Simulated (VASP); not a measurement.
Geometry relaxation, with input and output: CuO (part 3 of 3)

CuO (P4/mmm, 6 atoms in the cell); Kohn-Sham DFT of a periodic cell, r2SCAN, VASP PAW PBE potentials, recommended, no spin polarisation (VASP 6.6.1); cutoff 600 eV, 7×7×7 k-mesh, Gaussian smearing of 0.05 eV. The structure derives from a Materials Project entry.

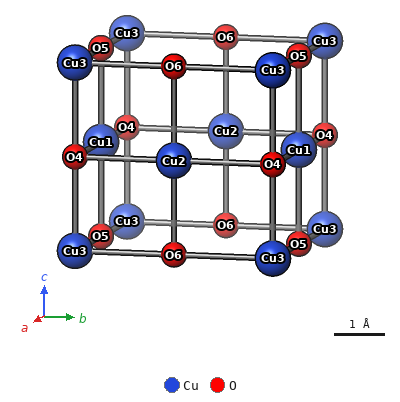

Fig. 1: The geometry at step 3 of the log (ball-and-stick view of the cell of the calculation, seen slightly off an axis; atoms are numbered from 1 in the order of the input).

**Parts of OUTCAR, continued**
```
 -----------------------------------------------------------------------------
  energy-cutoff  :      600.00
  volume of cell :       65.64
      direct lattice vectors                 reciprocal lattice vectors
     4.127582085  0.000000000  0.000000000     0.242272589  0.000000000  0.000000000
     0.000000000  4.127582085 -0.000000000     0.000000000  0.242272589 -0.000000000
     0.000000000  0.000000000  3.852673113     0.000000000  0.000000000  0.259560043

 POSITION                                       TOTAL-FORCE (eV/Angst)
 -----------------------------------------------------------------------------------
      2.06379      0.00000      1.92634         0.000000     -0.000000      0.000000
      0.00000      2.06379      1.92634         0.000000      0.000000      0.000000
      0.00000      0.00000      0.00000         0.000000     -0.000000      0.000000
      0.00000      0.00000      1.92634         0.000000     -0.000000      0.000000
      2.06379      0.00000      0.00000         0.000000     -0.000000      0.000000
      0.00000      2.06379     -0.00000         0.000000     -0.000000      0.000000
 -----------------------------------------------------------------------------------
    total drift:                                0.000000      0.000000      0.000000

  FREE ENERGIE OF THE ION-ELECTRON SYSTEM (eV)
  ---------------------------------------------------
  free  energy   TOTEN  =       -53.1189840502 eV

  energy  without entropy=      -53.1147348474  energy(sigma->0) =      -53.11685945

--------------------------------------- Ionic step        6  -------------------------------------------

 number of electron      50.9999985 magnetization

 Free energy of the ion-electron system (eV)
  ---------------------------------------------------
  ext. energy  EPLUGINS =         0.00000000
  ---------------------------------------------------
  free energy    TOTEN  =       -53.11941616 eV

  energy without entropy =      -53.11510097  energy(sigma->0) =      -53.11725857

 E-fermi :   4.1772     XC(G=0): -12.0077     alpha+bet :-10.6868

 val. band max:        4.1771510018   @ k =   0.4286   0.4286   0.4286
 cond. band min:       4.2019321199   @ k =   0.4286   0.2857   0.2857
 fundamental gap:      0.0247811181
 Fermi energy:         4.1771626748

 k-point     1 :       0.0000    0.0000    0.0000
  band No.  band energies     occupation
      1     -16.9690      2.00000
      2     -14.8279      2.00000
      3     -14.3614      2.00000
      4      -2.0852      2.00000
      5      -1.9335      2.00000
      6      -1.9335      2.00000
      7       0.5961      2.00000
      8       0.5961      2.00000
      9       0.7828      2.00000
     10       0.9702      2.00000
     11       1.1175      2.00000
     12       1.1616      2.00000
     13       1.1616      2.00000
     14       1.1727      2.00000
     15       1.6418      2.00000
     16       1.7261      2.00000
     17       1.7650      2.00000
     18       1.9569      2.00000
     19       1.9569      2.00000
     20       2.1637      2.00000
     21       2.1637      2.00000
     22       2.2882      2.00000
     23       2.4931      2.00000
     24       2.5420      2.00000
     25       2.5420      2.00000
     26       2.7057      2.00000
     27       2.8090      2.00000
     28       5.9169      0.00000
     29      11.1153      0.00000
     30      12.6397      0.00000

 k-point     2 :       0.1429    0.0000    0.0000
  band No.  band energies     occupation
      1     -16.9330      2.00000
      2     -14.8090      2.00000
      3     -14.3890      2.00000
      4      -2.0908      2.00000
      5      -2.0628      2.00000
      6      -1.9379      2.00000
      7       0.2203      2.00000
      8       0.3329      2.00000
      9       0.6055      2.00000
     10       0.7704      2.00000
     11       0.8937      2.00000
     12       1.2069      2.00000
     13       1.3253      2.00000
     14       1.3738      2.00000
     15       1.6314      2.00000
     16       1.7375      2.00000
     17       1.9481      2.00000
     18       1.9518      2.00000
     19       2.0593      2.00000
     20       2.1632      2.00000
     21       2.1860      2.00000
     22       2.3751      2.00000
     23       2.4583      2.00000
     24       2.6598      2.00000
     25       2.6679      2.00000
     26       2.8117      2.00000
     27       2.9670      2.00000
     28       6.2181      0.00000
     29      11.3046      0.00000
     30      11.9512      0.00000

 k-point     3 :       0.2857    0.0000    0.0000
  band No.  band energies     occupation
      1     -16.8487      2.00000
      2     -14.7561      2.00000
      3     -14.4648      2.00000
      4      -2.3659      2.00000
      5      -2.0050      2.00000
      6      -1.9479      2.00000
      7      -0.6454      2.00000
      8      -0.1960      2.00000
      9       0.5619      2.00000
     10       0.6272      2.00000
     11       0.8995      2.00000
     12       1.2096      2.00000
     13       1.3295      2.00000
     14       1.7327      2.00000
     15       1.7527      2.00000
     16       1.7696      2.00000
     17       1.9275      2.00000
     18       1.9416      2.00000
     19       2.0591      2.00000
     20       2.1621      2.00000
     21       2.2237      2.00000
     22       2.4503      2.00000
     23       2.4536      2.00000
     24       2.6923      2.00000
     25       2.8308      2.00000
     26       3.2174      2.00000
     27       3.3294      2.00000
     28       7.0030      0.00000
     29      10.4035      0.00000
     30      12.4836      0.00000

 k-point     4 :       0.4286    0.0000    0.0000
  band No.  band energies     occupation
      1     -16.7773      2.00000
      2     -14.6792      2.00000
      3     -14.5642      2.00000
      4      -2.5101      2.00000
      5      -1.9562      2.00000
      6      -1.9483      2.00000
      7      -1.2669      2.00000
      8      -0.4504      2.00000
      9       0.4493      2.00000
     10       0.6451      2.00000
     11       0.8936      2.00000
     12       1.1740      2.00000
     13       1.2675      2.00000
     14       1.7330      2.00000
     15       1.8702      2.00000
     16       1.9103      2.00000
     17       1.9246      2.00000
     18       2.0576      2.00000
     19       2.1122      2.00000
     20       2.1613      2.00000
     21       2.2130      2.00000
     22       2.4120      2.00000
     23       2.4661      2.00000
     24       2.6886      2.00000
     25       2.9433      2.00000
     26       3.4696      2.00000
     27       3.5552      2.00000
     28       8.0302      0.00000
     29       9.1843      0.00000
     30      13.3485      0.00000

 k-point     5 :       0.1429    0.1429    0.0000
  band No.  band energies     occupation
      1     -16.8972      2.00000
      2     -14.7915      2.00000
      3     -14.4135      2.00000
      4      -2.1360      2.00000
      5      -2.0588      2.00000
      6      -2.0414      2.00000
      7       0.2020      2.00000
      8       0.2555      2.00000
      9       0.2583      2.00000
     10       0.3595      2.00000
     11       0.7220      2.00000
     12       1.1766      2.00000
     13       1.3180      2.00000
     14       1.4569      2.00000
     15       1.6737      2.00000
     16       1.9013      2.00000
     17       1.9846      2.00000
     18       2.1003      2.00000
     19       2.1661      2.00000
     20       2.1920      2.00000
     21       2.2068      2.00000
     22       2.3731      2.00000
     23       2.5476      2.00000
     24       2.5760      2.00000
     25       2.7934      2.00000
     26       2.9956      2.00000
     27       3.1885      2.00000
     28       6.4865      0.00000
     29      11.4930      0.00000
     30      11.7698      0.00000

 [... the levels of 18 k-points are left out ...]

 k-point    24 :       0.4286    0.0000    0.2857
  band No.  band energies     occupation
      1     -16.5945      2.00000
      2     -14.5998      2.00000
      3     -14.4490      2.00000
      4      -3.1662      2.00000
      5      -2.9829      2.00000
      6      -1.9440      2.00000
      7      -1.3763      2.00000
      8      -1.0625      2.00000
      9      -0.9868      2.00000
     10      -0.2050      2.00000
     11       0.2765      2.00000
     12       0.7012      2.00000
     13       1.6541      2.00000
     14       1.6916      2.00000
     15       1.7734      2.00000
     16       1.8901      2.00000
     17       1.9196      2.00000
     18       2.0414      2.00000
     19       2.2114      2.00000
     20       2.5642      2.00000
     21       2.6602      2.00000
     22       2.7422      2.00000
     23       3.2403      2.00000
     24       3.3426      2.00000
     25       3.5949      2.00000
     26       4.7085      0.00000
     27       4.9360      0.00000
     28       8.7983      0.00000
     29      10.3692      0.00000
     30      12.6882      0.00000

 [... further k-points ...]

------------------------ aborting loop because EDIFF is reached ----------------------------------------

  FORCE on cell =-STRESS in cart. coord.  units (eV):
  Direction    XX          YY          ZZ          XY          YZ          ZX
  --------------------------------------------------------------------------------------
  -------------------------------------------------------------------------------------
  Total       -0.0985608     -0.0985608      0.0008520      0.0000000      0.0000000      0.0000000
  in kB       -2.4098408     -2.4098408      0.0208315      0.0000000      0.0000000      0.0000000
  external PRESSURE =      -1.5996167 kB  Pullay stress =       0.0000000 kB

 VOLUME and BASIS-vectors are now :
 -----------------------------------------------------------------------------
  energy-cutoff  :      600.00
  volume of cell :       65.53
      direct lattice vectors                 reciprocal lattice vectors
     4.121515278  0.000000000  0.000000000     0.242629211  0.000000000  0.000000000
     0.000000000  4.121515278 -0.000000000     0.000000000  0.242629211 -0.000000000
     0.000000000  0.000000000  3.857560515     0.000000000  0.000000000  0.259231189

 POSITION                                       TOTAL-FORCE (eV/Angst)
 -----------------------------------------------------------------------------------
      2.06076      0.00000      1.92878         0.000000      0.000000      0.000000
      0.00000      2.06076      1.92878         0.000000      0.000000      0.000000
      0.00000      0.00000      0.00000         0.000000     -0.000000      0.000000
      0.00000      0.00000      1.92878         0.000000     -0.000000      0.000000
      2.06076      0.00000      0.00000         0.000000     -0.000000      0.000000
      0.00000      2.06076     -0.00000         0.000000     -0.000000      0.000000
 -----------------------------------------------------------------------------------
    total drift:                                0.000000      0.000000      0.000000

  FREE ENERGIE OF THE ION-ELECTRON SYSTEM (eV)
  ---------------------------------------------------
  free  energy   TOTEN  =       -53.1194161588 eV

  energy  without entropy=      -53.1151009749  energy(sigma->0) =      -53.11725857

 reached required accuracy - stopping structural energy minimisation
```

**CONTCAR**
```
CuO
   1.00000000000000
     4.1215152782594178    0.0000000000000000    0.0000000000000000
     0.0000000000000000    4.1215152782594178   -0.0000000000000000
     0.0000000000000000    0.0000000000000000    3.8575605153222225
  Cu              O
     3     3
Direct
     0.5000000000000000    0.0000000000000000    0.5000000000000000
     0.0000000000000000    0.5000000000000000    0.5000000000000000
     0.0000000000000000    0.0000000000000000    0.0000000000000000
     0.0000000000000000    0.0000000000000000    0.5000000000000000
     0.5000000000000000    0.0000000000000000    0.0000000000000000
     0.0000000000000000    0.5000000000000000    0.0000000000000000

  0.00000000E+00  0.00000000E+00  0.00000000E+00
  0.00000000E+00  0.00000000E+00  0.00000000E+00
  0.00000000E+00  0.00000000E+00  0.00000000E+00
  0.00000000E+00  0.00000000E+00  0.00000000E+00
  0.00000000E+00  0.00000000E+00  0.00000000E+00
  0.00000000E+00  0.00000000E+00  0.00000000E+00
```

**Trajectory as extended XYZ (Å, eV, eV/Å), 6 frames, from step=0 to step=5**
```
6
Lattice="4.1609 0.0000 0.0000 0.0000 4.1609 0.0000 0.0000 0.0000 3.8876" Properties=species:S:1:pos:R:3:forces:R:3 step=0 energy=-53.09594
Cu    2.0805    0.0000    1.9438    0.0000   0.0000   0.0000
Cu    0.0000    2.0805    1.9438    0.0000   0.0000   0.0000
Cu    0.0000    0.0000    0.0000    0.0000   0.0000   0.0000
O     0.0000    0.0000    1.9438    0.0000   0.0000   0.0000
O     2.0805    0.0000    0.0000    0.0000   0.0000   0.0000
O     0.0000    2.0805    0.0000    0.0000   0.0000   0.0000
6
Lattice="4.1149 0.0000 0.0000 0.0000 4.1149 -0.0000 0.0000 -0.0000 3.8137" Properties=species:S:1:pos:R:3:forces:R:3 step=1 energy=-53.10443
Cu    2.0575    0.0000    1.9069    0.0000   0.0000   0.0000
Cu    0.0000    2.0575    1.9069    0.0000   0.0000   0.0000
Cu    0.0000    0.0000    0.0000    0.0000   0.0000   0.0000
O     0.0000    0.0000    1.9069    0.0000   0.0000   0.0000
O     2.0575    0.0000    0.0000    0.0000   0.0000   0.0000
O     0.0000    2.0575    0.0000    0.0000   0.0000   0.0000
6
Lattice="4.1348 0.0000 0.0000 0.0000 4.1348 -0.0000 0.0000 -0.0000 3.8456" Properties=species:S:1:pos:R:3:forces:R:3 step=2 energy=-53.11796
Cu    2.0674    0.0000    1.9228    0.0000   0.0000   0.0000
Cu    0.0000    2.0674    1.9228    0.0000   0.0000   0.0000
Cu    0.0000    0.0000    0.0000    0.0000   0.0000   0.0000
O     0.0000    0.0000    1.9228    0.0000   0.0000   0.0000
O     2.0674    0.0000    0.0000    0.0000   0.0000   0.0000
O     0.0000    2.0674    0.0000    0.0000   0.0000   0.0000
6
Lattice="4.1353 0.0000 0.0000 0.0000 4.1353 -0.0000 0.0000 -0.0000 3.8465" Properties=species:S:1:pos:R:3:forces:R:3 step=3 energy=-53.11795
Cu    2.0676    0.0000    1.9232    0.0000   0.0000   0.0000
Cu    0.0000    2.0676    1.9232    0.0000   0.0000   0.0000
Cu    0.0000    0.0000    0.0000    0.0000   0.0000   0.0000
O     0.0000    0.0000    1.9232    0.0000   0.0000   0.0000
O     2.0676    0.0000    0.0000    0.0000   0.0000   0.0000
O     0.0000    2.0676    0.0000    0.0000   0.0000   0.0000
6
Lattice="4.1276 0.0000 0.0000 0.0000 4.1276 -0.0000 0.0000 0.0000 3.8527" Properties=species:S:1:pos:R:3:forces:R:3 step=4 energy=-53.11898
Cu    2.0638    0.0000    1.9263    0.0000   0.0000   0.0000
Cu    0.0000    2.0638    1.9263    0.0000   0.0000   0.0000
Cu    0.0000    0.0000    0.0000    0.0000   0.0000   0.0000
O     0.0000    0.0000    1.9263    0.0000   0.0000   0.0000
O     2.0638    0.0000    0.0000    0.0000   0.0000   0.0000
O     0.0000    2.0638    0.0000    0.0000   0.0000   0.0000
6
Lattice="4.1215 0.0000 0.0000 0.0000 4.1215 -0.0000 0.0000 0.0000 3.8576" Properties=species:S:1:pos:R:3:forces:R:3 step=5 energy=-53.11942
Cu    2.0608    0.0000    1.9288    0.0000   0.0000   0.0000
Cu    0.0000    2.0608    1.9288    0.0000   0.0000   0.0000
Cu    0.0000    0.0000    0.0000    0.0000   0.0000   0.0000
O     0.0000    0.0000    1.9288    0.0000   0.0000   0.0000
O     2.0608    0.0000    0.0000    0.0000   0.0000   0.0000
O     0.0000    2.0608    0.0000    0.0000   0.0000   0.0000
```

This output came from the following input.

**INCAR**
```
PREC = Accurate ; ENCUT = 600
EDIFF = 1E-6 ; ISMEAR = 0
SIGMA = 0.05 ; LREAL = F
LASPH = T ; NELM = 100
ALGO = Normal ; ISIF = 3
LWAVE = F ; LCHARG = F
METAGGA = R2SCAN ; LMIXTAU = T
IBRION = 2 ; NSW = 40
EDIFFG = -0.02
```

**KPOINTS**
```
Automatic mesh
0
Gamma
  7 7 7
```

**POSCAR**
```
CuO
1.0
    4.1609370000      0.0000000000      0.0000000000
    0.0000000000      4.1609370000      0.0000000000
    0.0000000000      0.0000000000      3.8876430000
Cu O
3 3
Direct
    0.5000000000      0.0000000000      0.5000000000
    0.0000000000      0.5000000000      0.5000000000
    0.0000000000      0.0000000000      0.0000000000
    0.0000000000      0.0000000000      0.5000000000
    0.5000000000      0.0000000000      0.0000000000
    0.0000000000      0.5000000000      0.0000000000
```

Command:
```bash
cat potpaw_PBE.64/Cu/POTCAR potpaw_PBE.64/O/POTCAR > POTCAR
mpirun -np 1 vasp_std > vasp.out
```

**Key numbers**

```tsv
quantity	value
outcome	converged
space group (tolerance 0.01 Å)	P4/mmm (123)
electrons treated	51
free energy	−53.1194 eV
Fermi energy	4.177 eV
gap on the k-point mesh	none (metallic)
pressure	−0.16 GPa
final volume	65.53 Å³
largest force (length of the vector) at the end	under 0.001 eV/Å
final cell	a = 4.122 Å, b = 4.122 Å, c = 3.858 Å, α = 90.00°, β = 90.00°, γ = 90.00°
hardware	1 thread of Intel Xeon (Granite Rapids), 64 GiB of memory available, shared host
wall time	15 min
peak memory	0.26 GiB
```

**Remarks**

The run has no spin polarisation, so a magnetic state may lie lower.
